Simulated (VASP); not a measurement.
# GaN: the relaxed cell at several levels

Which functional gives the lattice of GaN as experiment finds it, and is a dearer one worth its cost? The levels: LDA, PBE, r2SCAN, PBE + D3(BJ), r2SCAN + rVV10, vdW-DF-cx, rev-vdW-DF2 and RPBE. LASPH is on for some levels and off for others; the table marks which. The start is a cell from a database of measured crystal structures.

Calculated with VASP 6.6.1; LDA; plane waves and PAW (Ga_d, N), in the first sound run; inputs show where later runs differ.

The experiments to compare with:

“Vacancy defect in bulk and at (10overline10) surface of GaN: A combined first-principles theoretical and experimental analysis” (2017, arxiv:1710.05670) quotes from earlier work for GaN, wurtzite (bulk w-GaN, literature): lattice constant a (a, Expt. column of Table I) 3.189 Å; lattice constant c (c, Expt. column of Table I) 5.186 Å.

This is a report of a sequence of runs, with most program output left out.

The database entry behind the starting cell differs from later determinations by our own check (about 0.3 % short, ideal inner coordinate), so it need not match the best structure at ambient conditions.

### 1. Starting point

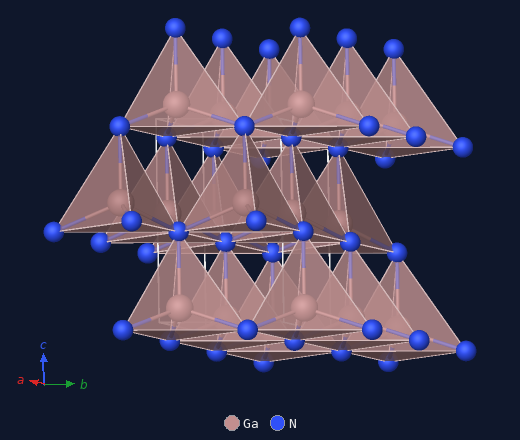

The starting structure, seen slightly off an axis (gallium pink, nitrogen blue). 3×2×1 cells are drawn. Some periodic images of atoms are drawn too.

### 2. Relaxation with LDA

Properties are meant for the cell that this level of theory prefers, so cell and atoms are relaxed first (ISIF = 3) until forces and stress are small; EDIFFG sets the threshold. LDA, the lowest rung, knows the local density alone.

Contents of INCAR:

```
SYSTEM = GaN
PREC = Accurate
ENCUT = 560
EDIFF = 1E-06
NELM = 100
ISMEAR = -1
SIGMA = 0.05
LREAL = .FALSE.
ALGO = Normal
GGA = CA
NBANDS = 24
LORBIT = 11
LWAVE = .FALSE.
LCHARG = .FALSE.
KPAR = 4
IBRION = 2
NSW = 60
ISIF = 3
EDIFFG = -0.01
```

Contents of POSCAR:

```
GaN
1.0
    3.1800000000      0.0000000000      0.0000000000
   -1.5900000000      2.7539607840      0.0000000000
    0.0000000000      0.0000000000      5.1660000000
Ga N
2 2
Direct
    0.3333333333      0.6666666667      0.0000000000
    0.6666666667      0.3333333333      0.5000000000
    0.3333333333      0.6666666667      0.3750000000
    0.6666666667      0.3333333333      0.8750000000
```

Contents of KPOINTS:

```
Automatic mesh
0
Gamma
8 8 5
0 0 0
```

PAW data sets: Ga_d and N (PBE family, release 64).

Started as:

```sh
$ mpirun -np 4 vasp_std
```

The job ended after 14 s (4 MPI ranks of AMD EPYC 9R45, shared host; peak memory 0.62 GiB).

The gap is read on the k-mesh alone, so it is an upper bound where the band edges lie off the mesh. The PAW data sets were made with PBE, though LDA sets exist; this is a small mismatch. The run keeps the 12 symmetry operations of its start, so it cannot find a distortion of lower symmetry.

Step by step:

```csv
step,energy less that of the first step (eV),largest force (eV/Å),pressure (GPa),volume (Å³)
1,0.0000,0.1269,-3.93,45.24
2,-0.0005,0.1160,4.23,43.45
3,-0.0132,0.0097,0.04,44.32
```

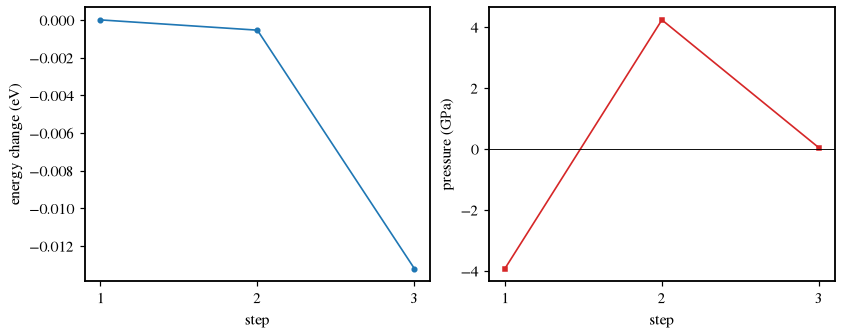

Energy and pressure along the relaxation.

```csv
"conventional cell, symmetrised",before,after,change
a (Å),3.180,3.154,-0.8 %
b (Å),3.180,3.154,-0.8 %
c (Å),5.166,5.144,-0.4 %
volume (Å³/atom),11.31,11.08,-2.0 %
```

The relaxed structure:

```xyz
4
Lattice="3.1543 0.0000 0.0000 -1.5771 2.7317 0.0000 0.0000 0.0000 5.1436" Properties=species:S:1:pos:R:3 pbc="T T T"
Ga    0.0000    1.8211   -0.0031
Ga    1.5771    0.9106    2.5687
N     0.0000    1.8211    1.9319
N     1.5771    0.9106    4.5038
```

Numbers from this step:

* electrons: 36
* bands: 24
* irreducible k-points: 30
* symmetry operations: 12
* free energy (TOTEN): -28.02 eV
* Fermi energy: 6.277 eV
* pressure: 0.03771 GPa
* metallic: no
* valence top at k: 0, 0, 0
* conduction bottom at k: 0, 0, 0
* least direct gap at k: 0, 0, 0
* SCF cycles over all ionic steps: 32
* gap on the k-mesh: 2.117 eV
* least direct gap on the k-mesh: 2.117 eV

It ends with a largest force of 0.010 eV/Å and a pressure of 0.04 GPa. The volume lies -2.0 % from that of the database's start, which holds the thermal and zero-point expansion of its experiment. The conventional cell has a = 3.154 and c = 5.144 Å.

### 3. Relaxation with PBE

This step: PBE; plane waves and PAW (Ga_d, N) (VASP 6.6.1).

PBE, the usual starting point, adds the gradient of the density.

Changes to INCAR since step 2:

```diff
@@ -9,3 +9,3 @@
 ALGO = Normal
-GGA = CA
+GGA = PE
 NBANDS = 24
```

POSCAR is that of step 2.

KPOINTS is that of step 2.

Started as:

```sh
$ mpirun -np 4 vasp_std
```

The job ended after 21 s (4 MPI ranks; peak memory 0.7 GiB).

Relaxation path:

```csv
step,energy less that of the first step (eV),largest force (eV/Å),pressure (GPa),volume (Å³)
1,0.0000,0.1347,7.24,45.24
2,-0.0121,0.0629,-5.26,48.67
3,-0.0409,0.0102,-0.15,47.05
4,-0.0409,0.0126,0.14,47.01
5,-0.0409,0.0076,0.10,47.01
```

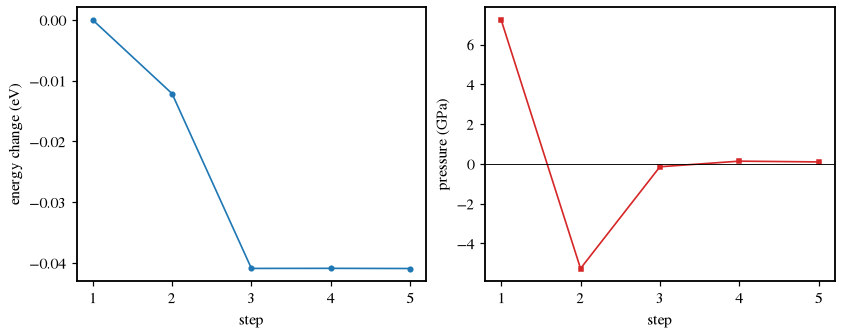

Energy and pressure along the relaxation.

```csv
"conventional cell, symmetrised",before,after,change
a (Å),3.180,3.218,+1.2 %
b (Å),3.180,3.218,+1.2 %
c (Å),5.166,5.244,+1.5 %
volume (Å³/atom),11.31,11.75,+3.9 %
```

The relaxed structure:

```xyz
4
Lattice="3.2175 0.0000 0.0000 -1.6088 2.7864 0.0000 0.0000 0.0000 5.2440" Properties=species:S:1:pos:R:3 pbc="T T T"
Ga    0.0000    1.8576   -0.0040
Ga    1.6088    0.9288    2.6180
N     0.0000    1.8576    1.9705
N     1.6088    0.9288    4.5925
```

Numbers from this step:

- free energy (TOTEN): -24.32 eV
- Fermi energy: 5.899 eV
- pressure: 0.09709 GPa
- SCF cycles over all ionic steps: 41
- gap on the k-mesh: 1.714 eV
- least direct gap on the k-mesh: 1.714 eV

It ends at 11.75 Å³/atom, +3.9 % from the start, with 0.10 GPa left. The conventional cell has a = 3.218 and c = 5.244 Å.

### 4. Relaxation with r2SCAN

This step: r2SCAN; plane waves and PAW (Ga_d, N) (VASP 6.6.1).

r2SCAN adds the kinetic-energy density, costs more than a GGA and is run with LASPH.

Changes to INCAR since step 3:

```diff
@@ -9,3 +9,4 @@
 ALGO = Normal
-GGA = PE
+METAGGA = R2SCAN
+LASPH = .TRUE.
 NBANDS = 24
```

POSCAR is that of step 3.

KPOINTS is that of step 3.

Started as:

```sh
$ mpirun -np 4 vasp_std
```

Wall time 1.7 min (4 MPI ranks); peak memory 0.74 GiB.

The PAW data sets were made with PBE, which is usual practice but a small mismatch for other functionals.

The steps of the relaxation:

```csv
step,energy less that of the first step (eV),largest force (eV/Å),pressure (GPa),volume (Å³)
1,0.0000,0.1348,2.26,45.24
2,0.0004,0.0921,-2.24,46.29
3,-0.0049,0.0161,0.00,45.74
4,-0.0049,0.0134,-0.06,45.75
5,-0.0049,0.0003,0.10,45.74
6,-0.0049,0.0013,0.02,45.74
```

```csv
"conventional cell, symmetrised",before,after,change
a (Å),3.180,3.188,+0.3 %
b (Å),3.180,3.188,+0.3 %
c (Å),5.166,5.196,+0.6 %
volume (Å³/atom),11.31,11.43,+1.1 %
```

Final coordinates:

```cif
data_structure
_symmetry_space_group_name_H-M 'P 1'
_symmetry_Int_Tables_number 1
_cell_length_a 3.1882
_cell_length_b 3.1882
_cell_length_c 5.1960
_cell_angle_alpha 90.000
_cell_angle_beta 90.000
_cell_angle_gamma 120.000
_cell_volume 45.74
loop_
_atom_site_label
_atom_site_type_symbol
_atom_site_fract_x
_atom_site_fract_y
_atom_site_fract_z
_atom_site_occupancy
Ga1 Ga 0.33333 0.66667 0.99925 1
Ga2 Ga 0.66667 0.33333 0.49925 1
N3 N 0.33333 0.66667 0.37575 1
N4 N 0.66667 0.33333 0.87575 1
```

It ends at 11.43 Å³/atom, +1.1 % from the start, with 0.02 GPa left. The conventional cell has a = 3.188 and c = 5.196 Å.

### 5. Relaxation with PBE + D3(BJ)

This step: PBE with D3(BJ); plane waves and PAW (Ga_d, N) (VASP 6.6.1).

A dispersion term adds the long-range attraction that semilocal functionals lack. D3 with Becke-Johnson damping keeps a finite attraction at short range.

Changes to INCAR since step 4:

```diff
@@ -9,4 +9,4 @@
 ALGO = Normal
-METAGGA = R2SCAN
-LASPH = .TRUE.
+GGA = PE
+IVDW = 12
 NBANDS = 24
```

POSCAR is that of step 4.

KPOINTS is that of step 4.

Started as:

```sh
$ mpirun -np 4 vasp_std
```

Wall time 15 s (4 MPI ranks); peak memory 0.74 GiB; 60 s of CPU time.

The steps of the relaxation:

```csv
step,energy less that of the first step (eV),largest force (eV/Å),pressure (GPa),volume (Å³)
1,0.0000,0.1339,3.46,45.24
2,-0.0025,0.0839,-2.82,46.86
3,-0.0106,0.0073,0.09,46.09
```

```csv
"conventional cell, symmetrised",before,after,change
a (Å),3.180,3.196,+0.5 %
b (Å),3.180,3.196,+0.5 %
c (Å),5.166,5.212,+0.9 %
volume (Å³/atom),11.31,11.52,+1.9 %
```

Final coordinates:

```xyz
4
Lattice="3.1955 0.0000 0.0000 -1.5978 2.7674 0.0000 0.0000 0.0000 5.2118" Properties=species:S:1:pos:R:3 pbc="T T T"
Ga    0.0000    1.8449   -0.0035
Ga    1.5978    0.9225    2.6024
N     0.0000    1.8449    1.9579
N     1.5978    0.9225    4.5638
```

It ends at 11.52 Å³/atom, +1.9 % from the start, with 0.09 GPa left. The conventional cell has a = 3.196 and c = 5.212 Å. Against plain PBE, the dispersion term moves a by -0.7 % and c by -0.6 %.

### 6. Relaxation with r2SCAN + rVV10

This step: r2SCAN with rVV10; plane waves and PAW (Ga_d, N) (VASP 6.6.1).

LUSE_VDW switches on a nonlocal correlation term for dispersion.

Changes to INCAR since step 5:

```diff
@@ -9,4 +9,8 @@
 ALGO = Normal
-GGA = PE
-IVDW = 12
+METAGGA = R2SCAN
+LUSE_VDW = .TRUE.
+IVDW_NL = 2
+BPARAM = 11.95
+CPARAM = 0.0093
+LASPH = .TRUE.
 NBANDS = 24
```

POSCAR is that of step 5.

KPOINTS is that of step 5.

Started as:

```sh
$ mpirun -np 4 vasp_std
```

The job ended after 2.6 min (4 MPI ranks; peak memory 1.2 GiB).

It ends at 11.36 Å³/atom, +0.4 % from the start, with 0.07 GPa left. The conventional cell has a = 3.181 and c = 5.184 Å. Against plain r2SCAN, the dispersion term moves a by -0.2 % and c by -0.2 %.

### 7. Relaxation with vdW-DF-cx

This step: vdW-DF-cx; plane waves and PAW (Ga_d, N) (VASP 6.6.1).

vdW-DF-cx takes its exchange from the same plasmon model as its correlation.

Changes to INCAR since step 6:

```diff
@@ -9,7 +9,5 @@
 ALGO = Normal
-METAGGA = R2SCAN
+GGA = CX
+AGGAC = 0
 LUSE_VDW = .TRUE.
-IVDW_NL = 2
-BPARAM = 11.95
-CPARAM = 0.0093
 LASPH = .TRUE.
```

POSCAR is that of step 6.

KPOINTS is that of step 6.

Started as:

```sh
$ mpirun -np 4 vasp_std
```

It took 70 s on 4 MPI ranks; peak memory 1.5 GiB.

It ends at 11.42 Å³/atom, +1.0 % from the start, with -0.01 GPa left. The conventional cell has a = 3.186 and c = 5.197 Å.

### 8. Relaxation with rev-vdW-DF2

This step: rev-vdW-DF2; plane waves and PAW (Ga_d, N) (VASP 6.6.1).

rev-vdW-DF2 revises the exchange of vdW-DF2 for solids.

Changes to INCAR since step 7:

```diff
@@ -9,5 +9,8 @@
 ALGO = Normal
-GGA = CX
+GGA = MK
 AGGAC = 0
 LUSE_VDW = .TRUE.
+PARAM1 = 0.1234
+PARAM2 = 0.711357
+ZAB_VDW = -1.8867
 LASPH = .TRUE.
```

POSCAR is that of step 7.

KPOINTS is that of step 7.

Started as:

```sh
$ mpirun -np 4 vasp_std
```

The job ended after 67 s (4 MPI ranks; peak memory 1.5 GiB).

It ends at 11.57 Å³/atom, +2.3 % from the start, with -0.09 GPa left. The conventional cell has a = 3.200 and c = 5.221 Å.

### 9. Relaxation with RPBE

This step: RPBE; plane waves and PAW (Ga_d, N) (VASP 6.6.1).

RPBE by itself binds more weakly than PBE and expands cells.

Changes to INCAR since step 8:

```diff
@@ -9,9 +9,3 @@
 ALGO = Normal
-GGA = MK
-AGGAC = 0
-LUSE_VDW = .TRUE.
-PARAM1 = 0.1234
-PARAM2 = 0.711357
-ZAB_VDW = -1.8867
-LASPH = .TRUE.
+GGA = RP
 NBANDS = 24
```

POSCAR is that of step 8.

KPOINTS is that of step 8.

Started as:

```sh
$ mpirun -np 4 vasp_std
```

The job ended after 34 s (4 MPI ranks; peak memory 0.75 GiB).

It ends at 12.03 Å³/atom, +6.3 % from the start, with 0.06 GPa left. The conventional cell has a = 3.243 and c = 5.282 Å.

### 10. The cells as a table

This step: relaxed cells at several levels; plane waves and PAW (VASP 6.6.1).

No new run; the numbers come from the runs before.

Lengths are those of the conventional cell; cost is the wall time of each run, as given at its step, times its ranks, without the set-up around it; LASPH differs between rows, which moves results and costs too. Results by level, by row:

```csv
level,volume (Å³/atom),change from the start (%),a (Å),c (Å),cost (core minutes),LASPH
LDA,11.08,-2,3.154,5.144,0.96,off
PBE,11.75,3.9,3.218,5.244,1.4,off
r2SCAN,11.43,1.1,3.188,5.196,6.67,on
PBE + D3(BJ),11.52,1.9,3.196,5.212,1.03,off
r2SCAN + rVV10,11.36,0.4,3.181,5.184,10.4,on
vdW-DF-cx,11.42,1,3.186,5.197,4.67,on
rev-vdW-DF2,11.57,2.3,3.2,5.221,4.47,on
RPBE,12.03,6.3,3.243,5.282,2.27,off
```

### 11. What came out

| Item | Value |
| --- | --- |
| volume, LDA | 11.08 Å³/atom |
| volume, PBE | 11.75 Å³/atom |
| volume, r2SCAN | 11.43 Å³/atom |
| volume, PBE + D3(BJ) | 11.52 Å³/atom |
| volume, r2SCAN + rVV10 | 11.36 Å³/atom |
| volume, vdW-DF-cx | 11.42 Å³/atom |
| volume, rev-vdW-DF2 | 11.57 Å³/atom |
| volume, RPBE | 12.03 Å³/atom |

In words: For GaN the levels give volumes between 11.08 Å³/atom (LDA) and 12.03 Å³/atom (RPBE), a spread of 8.5 %, while the cost of the finished runs spans a factor of 11. Within 1 % of experiment on every length: r2SCAN, PBE + D3(BJ), r2SCAN + rVV10, vdW-DF-cx and rev-vdW-DF2. The nearest, r2SCAN, took 6.5 times the core time of PBE + D3(BJ) and lowers the largest miss from 0.50 to 0.19 %. Thermal and zero-point expansion, often some tenths of a per cent in length, bear on this order: with the measured lengths lowered by an assumed 0.4 % the nearest becomes r2SCAN + rVV10. The costs hold the number of ionic steps as well as the price of the functional. The closing table has room for seven levels; rev-vdW-DF2 stands in the table of levels alone. Adding D3(BJ) to PBE changes the volume by -2.0 % (a by -0.7 % and c by -0.6 %). Adding rVV10 to r2SCAN changes the volume by -0.7 % (a by -0.2 % and c by -0.2 %). Within 0.02 Å all end in space group P6_3mc; the runs can't lower the symmetry of the start. LASPH is on for some levels and off for others, so differences between them are not the functional's alone. Each is a single relaxation on the plane waves of the start cell, so larger changes of volume carry a basis-set error that was not tested here.

Comparison with the measured values:

| quantity | measured | LDA | PBE | r2SCAN | PBE + D3(BJ) | r2SCAN + rVV10 | vdW-DF-cx | RPBE |
| --- | --- | --- | --- | --- | --- | --- | --- | --- |
| lattice constant a (Å) | 3.189 | 3.154 (-1.1 %) | 3.218 (+0.9 %) | 3.188 (-0.0 %) | 3.196 (+0.2 %) | 3.181 (-0.3 %) | 3.186 (-0.1 %) | 3.243 (+1.7 %) |
| lattice constant c (Å) | 5.186 | 5.144 (-0.8 %) | 5.244 (+1.1 %) | 5.196 (+0.2 %) | 5.212 (+0.5 %) | 5.184 (-0.0 %) | 5.197 (+0.2 %) | 5.282 (+1.9 %) |

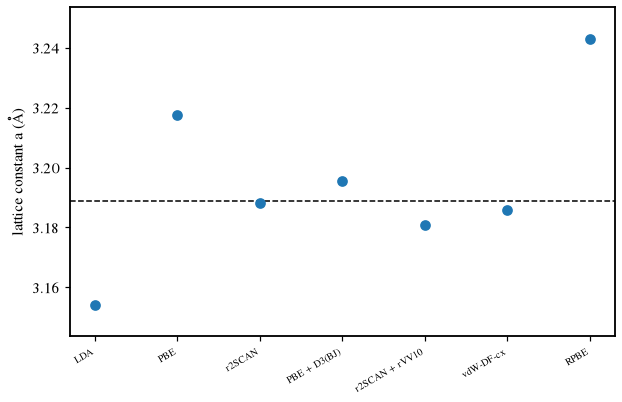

The lattice constant a by level; the dashed line is the measured value.

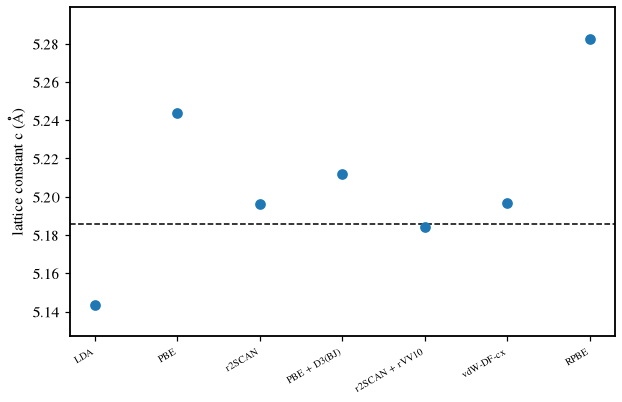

The lattice constant c by level; the dashed line is the measured value.

Measured values from arxiv:1710.05670 (2017).

How well it matches: For the lattice constant a, of the levels listed nearest comes r2SCAN (-0.0 %, good agreement) and farthest RPBE (+1.7 %, a clear miss). For the lattice constant c, of the levels listed nearest comes r2SCAN + rVV10 (-0.0 %, good agreement) and farthest RPBE (+1.9 %, fair agreement). The grades are ours: good and fair within 0.7 and 1.5 % for the lattice constant a and 0.8 and 2 % for the lattice constant c. For lattice constants the calculation has a static lattice, without zero-point motion or thermal expansion.

[Lines on the potential files, build, host, timing and source positions are cut from VASP's logs without a mark.]

[Logs are printed without paths, hosts, clocks, repeated set-up lines and the standing remarks that a program may print on its own settings, such as how far it seeks lower states.]

[Hosts, paths, dates, database ids (printed as entryN), source tags and the programs' standing remarks are cut or masked in the printed files.]

[A measured line is paired with the nearest computed mode of its activity, which favours agreement.]
